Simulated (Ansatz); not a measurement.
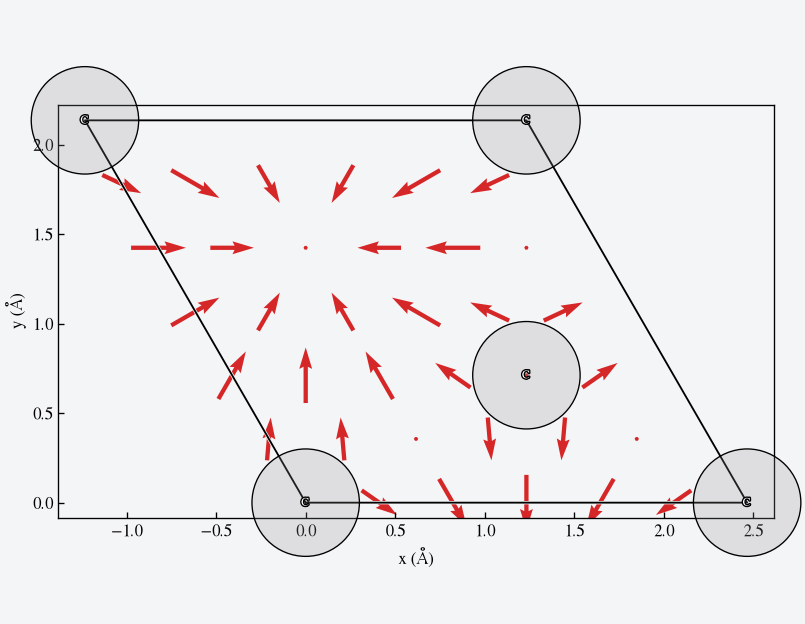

Si on a two-dimensional sheet of C (8 atoms of substrate and one adsorbate in a 2 × 2 cell). Si is moved over the surface cell at a fixed height above a rigid substrate; the origin of the map has the adsorbate above C1; the height is held at 3.40 Å. Places are given modulo a cell vector. The map is drawn in real space over the plane of the surface. Grid: 6 × 6 points; 7 points were computed and 29 follow by symmetry. Places are given in fractions of the 1 × 1 surface cell. At a fixed height the lowest place need not be the adsorption site. Method: Ansatz 0.2.0, DFT PBE+D3(BJ), scalar-relativistic, plane waves, PAW. Settings: cutoff 420 eV, k-mesh 6×6×1, gaussian smearing 0.1 eV, spin-polarised.

In the figure: arrows along the force (downhill), their lengths compressed, labelled circles for the atoms of the top layer, the outline of one cell of the plane.

Question: The arrows alone are given. Where is the energy lowest?

Answer: The arrows converge at a sixfold hollow, (2/6, 4/6) of the cell vectors (read from the interpolated surface).

The energy map of the same scan:

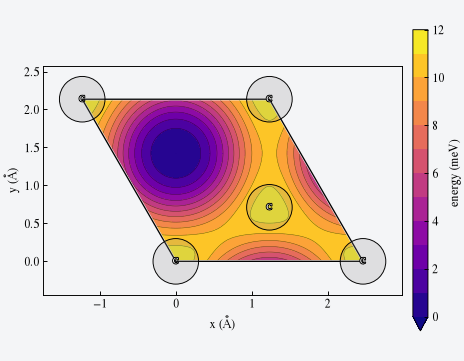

Energies are in meV, from the lowest grid point; between grid points the surface is interpolated.

PAW datasets: the set soft_1.
